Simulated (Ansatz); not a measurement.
**BeS: geometry relaxation (part 2 of 2)**

BeS (2 atoms in the cell); DFT, PBEsol, plane waves, PAW, no spin polarisation (Ansatz 0.2.0); cutoff 420 eV, 8×8×8 k-mesh, Fermi–Dirac smearing of 0.02 eV. The structure derives from an entry of the Crystallography Open Database. The geometry comes from this level: PBE.

Geometry of the input (Å; fractional positions):
```
0.0000  2.4379  2.4379
2.4379  0.0000  2.4379
2.4379  2.4379  0.0000
Be 0.0000  0.0000  0.0000
S  0.2500  0.2500  0.2500
```

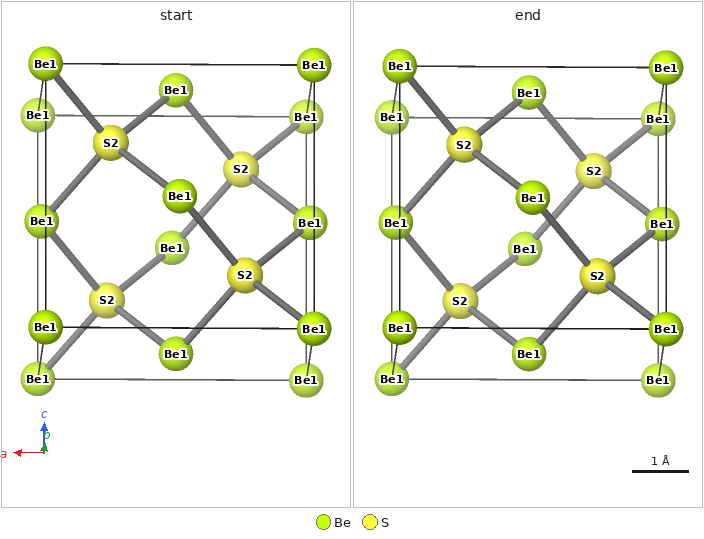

Fig. 1: Before (left) and after (right) the relaxation, at one scale (ball-and-stick view of the cell 4 times as large as that of the calculation, set on its symmetry axes, seen at an oblique angle). No atom moves by more than 0.005 Å relative to the cell. The volume changes by −2.3 %, with a = b = c 4.876 → 4.838 Å (−0.8 %). Among the contacts that change: Be1–S2 2.111 → 2.095 Å. The space group stays F-43m (No. 216). The energy falls by 4.6 meV per cell of the calculation in 2 geometry steps. All forces vanish by symmetry, so only the cell relaxes. The pressure goes from −2.17 to 0.03 GPa. A last SCF at the same geometry on a re-selected plane-wave basis shifts the energy by +0.0 meV per cell of the calculation. (Atoms are counted from 1 in the order of the input.)

```
basis re-selected at this cell: Δ(F+E_penalty+E_count) = +3.088e-5 eV, ΔP = -0.002 GPa vs the last step (what re-selecting the basis moved, of the pressure what is left beyond the Pulay correction that the steps carried, after the strain that the cell walked since its last selection, with what the two solves' SCF thresholds leave and, on support functions, any second-order correction that the steps lacked; it is no measure of the basis error at this ecutwfc). This SCF's stress stands 2.83e-2 GPa from its target on what of the cell is left free (relax.cell.stress_tol is 5.00e-2 GPa) and its largest allowed force component is 6.36e-17 eV/Å (relax.f_tol is 5.00e-3 eV/Å): within both
SCF converged after 4 iterations
Free energy (F): -977.443925 eV
Harris-Foulkes:  -977.443925 eV  (|F-HF|=1.59e-12)
Internal energy: -977.443925 eV  (E = F + TS)
E sigma→0 (E₀):  -977.443925 eV
Fermi energy:    6.844226 eV
--- Per-component energies (eV) ---
  E_band       = 1.468931
  E_kinetic    = 128.184298
  E_local      = -114.291800  (includes V_loc(G=0)·N_el)
  E_nonlocal   = 32.929666
  E_hartree    = 34.910002
  E_xc         = -116.172996
  E_vxc        = -108.787993  (∫ρ·V_xc dr)
  E_paw        = -641.481669  (= ΣΔE_a)
  E_vpaw       = -6.385238  (= ΣTr[D̂ρ^β])
  E_aug_tail   = 0.000001  (compensation charges beyond the density's cutoff)
  E_ewald      = -301.592908
  E_core_change = 0.071481  (= ΣΔE_core)
  E_smearing   = -0.000000  (= −TS)
  E_closure    = -0.000000  (closes the sum)
  Σ components = -977.443925   (vs F -977.443925, Δ=0.00e0)
--- Forces (eV/Å), atoms counted from 1 ---
  atom   1  Be     0.00000000    -0.00000000    -0.00000000
  atom   2  S     -0.00000000    -0.00000000    -0.00000000
  max |Σ_I F_I| component: 1.94e-16 eV/Å
--- Stress (GPa, compression-positive) ---
        0.028312      -0.000000      -0.000000
       -0.000000       0.028312       0.000000
       -0.000000       0.000000       0.028312
  P = ⅓ Tr σ = 0.0283 GPa (0.283 kbar)
--- Band table (eV; the first three rows and the last of 29) ---
  k-point 0: bands = ["-8.3747", "5.3906", "5.3906", "5.3906", "10.9695", "10.9695", "10.9695", "11.1605"]
  k-point 1: bands = ["-8.1939", "4.1590", "5.1863", "5.1863", "10.8881", "11.3303", "11.3303", "12.4800"]
  k-point 2: bands = ["-7.6946", "2.0156", "4.7811", "4.7811", "10.8429", "11.8718", "11.8718", "14.5820"]
  k-point 28: bands = ["-6.1061", "1.0830", "1.4202", "1.9489", "11.7056", "13.3202", "13.7432", "14.2124"]
--- Relaxed structure (3 steps of the walk, 3 accepted, 1 SCFs on fresh bases) ---
  F+E_penalty+E_count = -977.44392528 eV   max|allowed force component| = 6.361e-17 eV/Å   (the final SCF, on the basis selected at the relaxed cell)
  cell:  # Å, volume = 28.3024 Å³
    - [4.6877422702639425e-33, 2.418788464985757, 2.418788464985757]
    - [2.418788464985757, 4.993464592237678e-33, 2.418788464985757]
    - [2.418788464985757, 2.418788464985757, 5.09537203289559e-33]
  atoms:
    - { symbol: Be, position: [-6.476266716383846e-34, 6.311685605421105e-34, 7.644792604219305e-34] }
    - { symbol: S, position: [0.25, 0.25, 0.25] }
```

**File rho_z.tsv**
```
# z_ang	rho[e/angstrom^3]
# format = ansatz-planar-average/11
# lattice	0.000000000	2.418788465	2.418788465
# lattice	2.418788465	0.000000000	2.418788465
# lattice	2.418788465	2.418788465	0.000000000
# sites	2
# site	4	0.000000000	0.000000000	-0.000000000
# site	16	1.209394232	1.209394232	1.209394232
0.000000	3.145831e-1
0.142528	3.725894e-1
0.285057	4.208780e-1
0.427585	4.503740e-1
0.570114	4.578605e-1
0.712642	4.477321e-1
0.855171	4.290703e-1
0.997699	4.096352e-1
1.140228	3.911235e-1
1.282756	3.694405e-1
1.425285	3.395424e-1
1.567813	3.004442e-1
1.710342	2.562714e-1
1.852870	2.134205e-1
1.995399	1.771030e-1
2.137927	1.497791e-1
2.280456	1.317048e-1
2.422984	1.223321e-1
2.565513	1.212318e-1
2.708041	1.284070e-1
2.850570	1.444447e-1
2.993098	1.705547e-1
3.135626	2.081218e-1
3.278155	2.572267e-1
```

**File v_z.tsv**
```
# z_ang	v_es[eV]	v_tot[eV]
# format = ansatz-planar-average/11
# xc	pbesol
# density_cutoff_ev	1680
# datasets	Be=:simpson_from_first_knot:soft:shift=-187476	S=:simpson_from_first_knot:soft:shift=-322627
# lattice	0.000000000	2.418788465	2.418788465
# lattice	2.418788465	0.000000000	2.418788465
# lattice	2.418788465	2.418788465	0.000000000
# sites	2
# site	4	0.000000000	0.000000000	-0.000000000
# site	16	1.209394232	1.209394232	1.209394232
0.000000	-1.199221e0	-1.217480e1
0.142528	-2.579512e0	-1.402898e1
0.285057	-3.444133e0	-1.525311e1
0.427585	-3.635152e0	-1.572635e1
0.570114	-3.241359e0	-1.553741e1
0.712642	-2.522838e0	-1.492297e1
0.855171	-1.764528e0	-1.409642e1
0.997699	-1.063361e0	-1.310298e1
1.140228	-2.520782e-1	-1.182061e1
1.282756	8.454282e-1	-1.014562e1
1.425285	2.329422e0	-8.071034e0
1.567813	4.137852e0	-5.709642e0
1.710342	5.950961e0	-3.359943e0
1.852870	7.386575e0	-1.427459e0
1.995399	8.247422e0	-1.425894e-1
2.137927	8.603810e0	5.390857e-1
2.280456	8.583760e0	7.075166e-1
2.422984	8.251700e0	4.320963e-1
2.565513	7.592168e0	-3.166105e-1
2.708041	6.518871e0	-1.625914e0
2.850570	5.124149e0	-3.375869e0
2.993098	3.584956e0	-5.440619e0
3.135626	2.011763e0	-7.688476e0
3.278155	4.040867e-1	-9.975927e0
```

**Trajectory as extended XYZ (Å, eV, eV/Å), 4 frames, from step=1 to step=4**
```
2
Lattice="0.0000 2.4379 2.4379 2.4379 0.0000 2.4379 2.4379 2.4379 0.0000" Properties=species:S:1:pos:R:3:forces:R:3 step=1 energy=-977.43931 pressure_GPa=-2.17
Be    0.0000    0.0000    0.0000    0.0000   0.0000   0.0000
S     1.2190    1.2190    1.2190    0.0000   0.0000   0.0000
2
Lattice="0.0000 2.4268 2.4268 2.4268 0.0000 2.4268 2.4268 2.4268 0.0000" Properties=species:S:1:pos:R:3:forces:R:3 step=2 energy=-977.44315 pressure_GPa=-0.92
Be    0.0000    0.0000    0.0000    0.0000   0.0000   0.0000
S     1.2134    1.2134    1.2134    0.0000   0.0000   0.0000
2
Lattice="0.0000 2.4188 2.4188 2.4188 0.0000 2.4188 2.4188 2.4188 0.0000" Properties=species:S:1:pos:R:3:forces:R:3 step=3 energy=-977.44396 pressure_GPa=0.03
Be    0.0000    0.0000    0.0000    0.0000   0.0000   0.0000
S     1.2094    1.2094    1.2094    0.0000   0.0000   0.0000
2
Lattice="0.0000 2.4188 2.4188 2.4188 0.0000 2.4188 2.4188 2.4188 0.0000" Properties=species:S:1:pos:R:3:forces:R:3 step=4 energy=-977.44393 pressure_GPa=0.03
Be    0.0000    0.0000    0.0000    0.0000   0.0000   0.0000
S     1.2094    1.2094    1.2094    0.0000   0.0000   0.0000
```

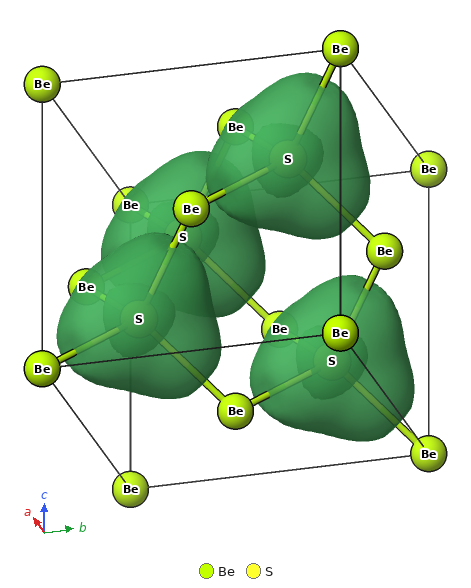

Fig. 2: Isosurface of the electron localisation function at 0.7 (green), seen at an oblique angle. Only the valence region is drawn (cores and ρ < 0.01 e/Å³ removed). Sticks mark near contacts. The outline is the cell set on symmetry axes. Values along the shortest contacts: Core electrons are frozen (PAW), so the fields are smoothed inside the atomic spheres.

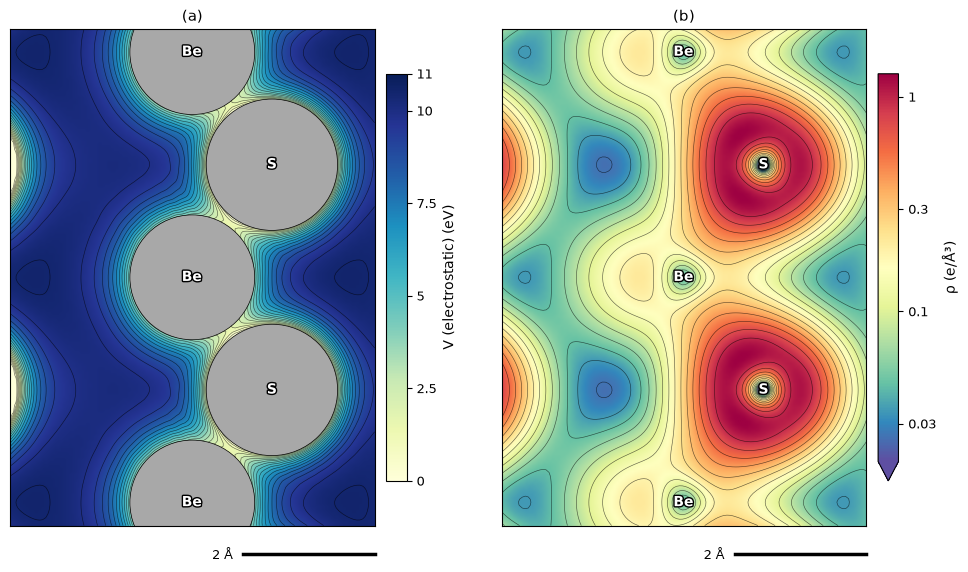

Fig. 3: (a) electrostatic potential energy of an electron; (b) valence electron density on the (011) plane of the conventional cell. Grey discs, where drawn, cover atomic cores. The section cuts through Be and S sites. Be–S (2.09 Å): the density is about 0.67 e/Å³ at the midpoint. Away from the nuclei the density in this plane falls to 0.03 e/Å³ at its lowest. Outside the cores the potential energy rises away from the atoms and is highest about 2.1 Å from the nearest atoms; outside the discs it spans about 10 eV, and its zero is arbitrary.
